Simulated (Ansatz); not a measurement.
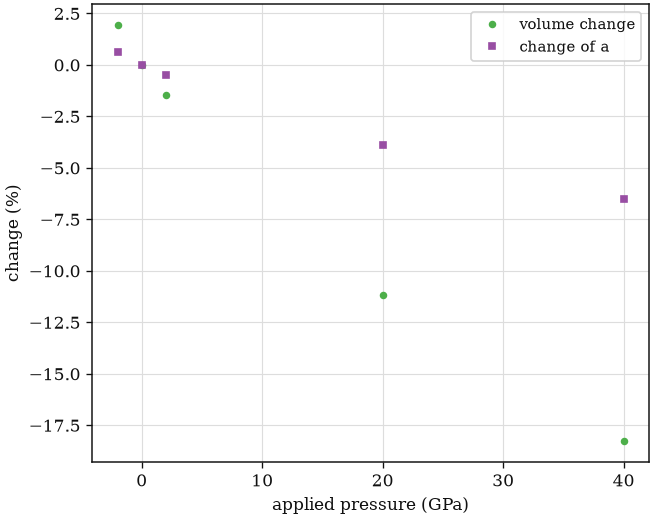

The figure shows the volume change and change of a against applied pressure for P, space group Pm-3m (No. 221).

Cell as given: a = 2.407 Å, b = 2.407 Å, c = 2.407 Å, α = 90.00°, β = 90.00°, γ = 90.00°; 1 atom.

How it was computed, with Ansatz 0.2.0: volume, enthalpy and cell of a crystal along a series of hydrostatic pressures at zero temperature, keeping its symmetry; changes are against the given cell; the k mesh follows the cell and the gap; plane waves with PAW datasets, Γ-centred k mesh. Level: PBE with D3(BJ), no spin polarisation.

- wave cutoff: 420 eV
- occupations: Gaussian
- k mesh at zero pressure: 18×18×18
- smearing width at zero pressure: 0.1 eV

The change of b equals the change of a.

The points at applied pressure 5 GPa and 10 GPa are left out of the plot. What values does the calculation give there?

| applied pressure (GPa) | volume change (%) | change of a (%) |
| --- | --- | --- |
| 5 | −3.62 | −1.22 |
| 10 | −6.48 | −2.21 |

Limits of the calculation: lies under the reference phase in this functional; structure snapped to symmetry.
